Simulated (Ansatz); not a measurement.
ZnS (space group P6_3mc, No. 186): the end point of a relaxation with DFT, LDA, plane waves, PAW in Ansatz 0.2.0.

```cif
data_structure
_symmetry_space_group_name_H-M 'P6_3mc'
_symmetry_Int_Tables_number 186
_cell_length_a 3.7420
_cell_length_b 3.7420
_cell_length_c 12.2592
_cell_angle_alpha 90.000
_cell_angle_beta 90.000
_cell_angle_gamma 120.000
_cell_volume 148.66
loop_
_atom_site_label
_atom_site_type_symbol
_atom_site_symmetry_multiplicity
_atom_site_Wyckoff_symbol
_atom_site_fract_x
_atom_site_fract_y
_atom_site_fract_z
_atom_site_occupancy
Zn1 Zn 2 b 0.66667 0.33333 0.75007 1
Zn2 Zn 2 a 0.00000 0.00000 0.50020 1
S1 S 2 b 0.66667 0.33333 0.93755 1
S2 S 2 a 0.00000 0.00000 0.68718 1
```

Bonds are taken as S–Zn below 2.6 Å. Atoms with one bond or none are removed and atoms with two bonds are replaced by edges, until no such atom is left.

Derive the underlying net.

The result is a binodal (4,4)-connected, three-periodic net: Zn(2b) and S(2b) are 4-connected nodes; Zn(2a) and S(2a) are 4-connected nodes, in the ratio 1:1. It is a single net, without interpenetration.

| node | links | point symbol | coordination sequence |
| --- | --- | --- | --- |
| Zn(2b) and S(2b) | 4 | 6^6 | 4 12 24 42 |
| Zn(2a) and S(2a) | 4 | 6^6 | 4 12 25 44 |

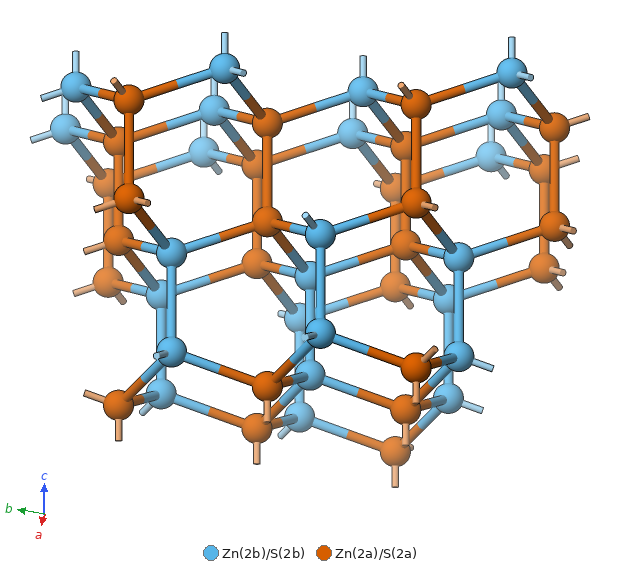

Nodes are coloured by topological kind. Short stubs are edges that leave the cut-out.
